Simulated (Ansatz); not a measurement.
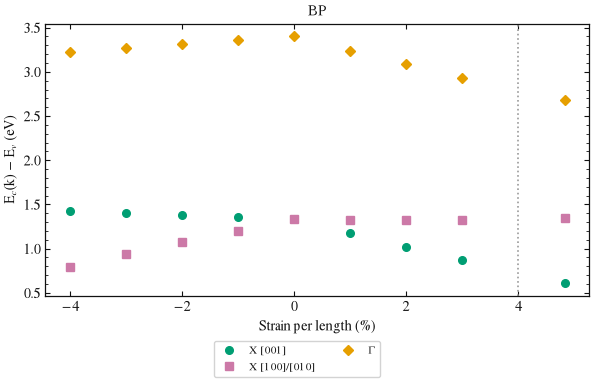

Lowest conduction level at each named k point, counted from the valence-band top at Γ. One run is left out (dotted line).

System: zincblende BP, space group F-43m, 2 atoms in the primitive cell, relaxed with r2SCAN; unstrained, cubic a = 4.537 Å. The cell is strained biaxially in the xy plane; the length along z is relaxed again with r2SCAN. Points keep the names of the unstrained cell; those that the strain makes unlike carry their directions on the cubic axes x, y, z. Method: PBE, Ansatz PAW set, no spin polarisation, no spin-orbit coupling, 10×10×10 k mesh, 420 eV cutoff, Fermi-Dirac smearing of 0.02 eV (Ansatz).

```csv
strain,X [001] (eV),X [100]/[010] (eV),Γ (eV)
−4 %,1.43,0.80,3.22
−3 %,1.41,0.93,3.27
−2 %,1.38,1.07,3.31
−1 %,1.36,1.20,3.36
0 %,1.33,1.33,3.41
+1 %,1.17,1.33,3.24
+2 %,1.02,1.33,3.08
+3 %,0.87,1.33,2.93
+4.83 %,0.61,1.34,2.68
```

### Estimate the values at +4 %.

Fits through the other points give 0.74 eV at X [001], 1.35 eV at X [100]/[010] and 2.81 eV at Γ (parabolas). The run itself gives 0.72, 1.34 and 2.79 eV, within 0.02 eV of the estimates.

### How does the strain split the X points of the conduction band?

Unstrained, the X points are equivalent. At +4.83 % the lowest conduction level is 0.61 eV at X [001] and 1.34 eV at X [100]/[010] above the valence top, a splitting of 0.73 eV, or 152 meV for each 1 % of strain on average.

The smallest gap over all k points computed is 0.70, 0.84, 0.97, 1.11, 1.24, 1.05, 0.87, 0.70, 0.53 and 0.39 eV in turn; it lies up to 0.22 eV under the lowest value plotted. The strain splits the threefold valence top at Γ, and levels count from its highest part. LDA, GGA and most meta-GGA functionals understate gaps.
